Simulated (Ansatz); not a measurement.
# AlN: what the fields show

Input file:

```
crystal:
  lattice:
    - [-2.9018046139, 3.9989419126, 2.8059830075]
    - [2.9018046139, -3.9989419126, 2.8059830075]
    - [2.9018046139, 3.9989419126, -2.8059830075]
  atoms:
    - { symbol: Al, position: [0.3513016792, 0.4105344551, 0.7618361343] }
    - { symbol: Al, position: [0.1486983208, 0.9105344551, 0.0592327759] }
    - { symbol: Al, position: [0.8513016792, 0.0894655449, 0.9407672241] }
    - { symbol: Al, position: [0.6486983208, 0.5894655449, 0.2381638657] }
    - { symbol: Al, position: [0.75, 0.25, 0.5] }
    - { symbol: Al, position: [0.25, 0.75, 0.5] }
    - { symbol: "N", position: [0.3440956942, 0.0879671991, 0.4320628933] }
    - { symbol: "N", position: [0.1559043058, 0.5879671991, 0.7438715049] }
    - { symbol: "N", position: [0.25, 0.25, 0.0] }
    - { symbol: "N", position: [0.75, 0.75, 0.0] }
    - { symbol: "N", position: [0.8440956942, 0.4120328009, 0.2561284951] }
    - { symbol: "N", position: [0.6559043058, 0.9120328009, 0.5679371067] }
basis:
  ecutwfc: 420
kpoints:
  mp_grid: { grid: [6, 6, 6] }
hamiltonian:
  xc: pbe
scf:
  occupations: { method: gaussian, width: 0.02 }
output:
  forces: true
  stress: true
  eigenvalues: true
  write_density: true
  write_potential: true
  elf: true
  volumetric_format: npy
relax:
  adjacent_minimum: "off"
  f_tol: 0.01
  max_steps: 80
  cell: { stress_tol: 0.05 }
```

Launched as:

```sh
ansatz run input.yaml --threads 1 --pin off --max-ram 2560MiB --backend cpu --events-out ev --progress --plain --runs-dir out
```

Below, planes, directions and counts refer to the conventional cell (a = 5.80 Å, b = 8.00 Å, c = 5.62 Å, α = 90.00°, β = 90.00°, γ = 90.00°).

The fields are those of the relaxed geometry.

Space group Ibam; a structure generated by program, which may or may not match a known phase.

The calculation used Ansatz, DFT PBE, scalar-relativistic, plane waves, PAW.

In a PAW calculation such maps are meaningful between the atoms, not at the nuclei.

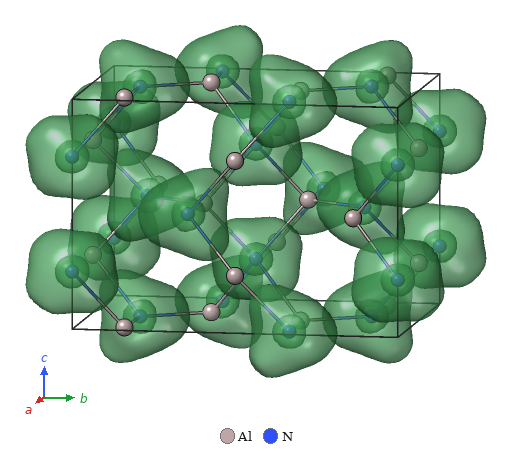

Figure 1. Isosurface of the ELF at 0.65 (green), seen slightly off an axis. Core shells and regions of very low density are left out. Sticks mark near contacts.

**What do the ELF domains correspond to?**

The ELF exceeds this value in twelve regions on N in which the atom's valence shell and bonds are merged, counted in one cell of 24 atoms. Regions shared between cells count once.


Al–N (1.87 Å): the ELF peaks at about 0.90 between the atoms, as expected for a polar covalent bond. Al–N (1.91 Å): the ELF peaks at about 0.85 in the valence shell of N, 0.7 Å from its nucleus, and is about 0.85 at the midpoint.

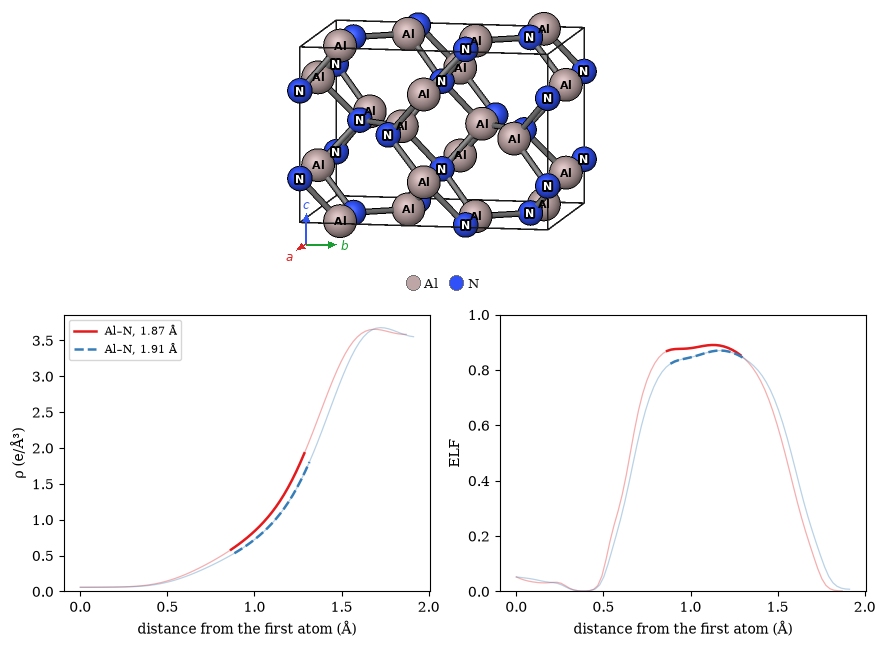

Figure 2. Valence electron density and electron localisation function along straight lines between neighbouring atoms. Thin, pale parts lie inside the atomic spheres. The structure is drawn too.

**Compare the contacts.**

Al–N (1.87 Å): ρ is about 0.71 e/Å³ halfway; the ELF peaks at about 0.90 between the atoms, as expected for a polar covalent bond.
Al–N (1.91 Å): ρ is about 0.65 e/Å³ halfway; the ELF peaks at about 0.85 in the valence shell of N, 0.7 Å from its nucleus, and is about 0.85 at the midpoint.

**Does the calculation make it a metal, or give it a gap?**

It is gapped, with a Kohn–Sham gap of 2.7 eV on the k-point mesh (the band edges may lie off the mesh, which would make the gap smaller).
